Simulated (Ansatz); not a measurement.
System: HgTe (slab).

Input file:

```
crystal:
  lattice:
    - [4.7019744853, 0.0, 0.0]
    - [-2.3509872426, 4.0720293522, 0.0]
    - [0.0, 0.0, 23.6380787044]
  atoms:
    - { symbol: Hg, position: [0.3333333333, 0.6666666667, 0.3271674815] }
    - { symbol: Te, position: [0.6666666667, 0.3333333333, 0.3466316458] }
    - { symbol: Hg, position: [0.6666666667, 0.3333333333, 0.4820623103] }
    - { symbol: Te, position: [0.0, 0.0, 0.5148204839] }
    - { symbol: Hg, position: [0.0, 0.0, 0.6478718168] }
    - { symbol: Te, position: [0.3333333333, 0.6666666667, 0.6814462617] }
basis:
  ecutwfc: 420
kpoints:
  mp_grid: { grid: [9, 9, 1] }
  band_path:
    path:
      - [0.5, 0, 0]
      - [0, 0, 0]
      - [0.3333333333333, 0.3333333333333, 0]
      - [0.5, 0, 0]
    npoints: 12
hamiltonian:
  xc: pbe
scf:
  occupations: { method: gaussian, width: 0.1 }
  n_extra_bands: 36
output:
  forces: true
  eigenvalues: true
  populations: true
  fatbands: true
  write_density: true
  write_potential: true
  elf: true
  volumetric_format: npy
magnetization:
  noncollinear: true
  spin_orbit: true
efield:
  axis: 3
  dipole_correction: true
  ramp_width: 0.04
```

Launched as:

```sh
ansatz run input.yaml --threads 2 --pin off --max-ram 5632MiB --backend cpu --events-out ev --progress --plain --runs-dir out
```

Built by placing these elements on a known structure type.

Method: DFT PBE, spin-orbit coupling, plane waves, PAW in Ansatz 0.2.0.

Q: What will maps of the valence pseudo-density and electron localisation function show?

A: Hg–Te (2.75 Å): the density is about 0.41 e/Å³ at the midpoint; the ELF is about 0.45 at the midpoint and 0.25 at its lowest between the atoms (no localised pair shows between them).
Hg–Te (2.82 Å): the density is about 0.37 e/Å³ at the midpoint; the ELF is about 0.45 at the midpoint and 0.25 at its lowest between the atoms; no shared electron pair shows on this line.
Hg–Te (3.15 Å): the density is about 0.21 e/Å³ at the midpoint; the ELF peaks at about 0.70 between the atoms.

Q: Does the calculation give a band gap?

A: It is gapless in this calculation (a metal or semimetal).

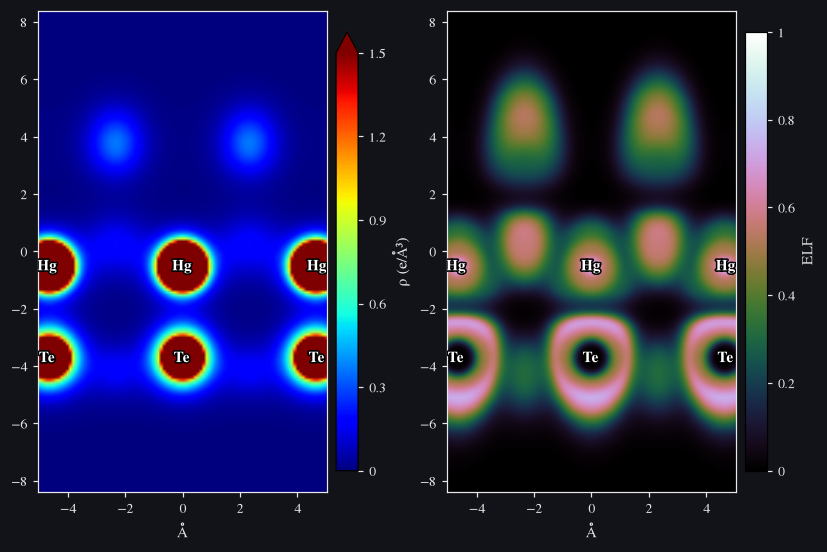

Computed valence pseudo-density and electron localisation function on the (11̄0) plane of the calculation cell, a cut from vacuum to vacuum, in this order. 

In a PAW calculation such maps are meaningful between the atoms, not at the nuclei.
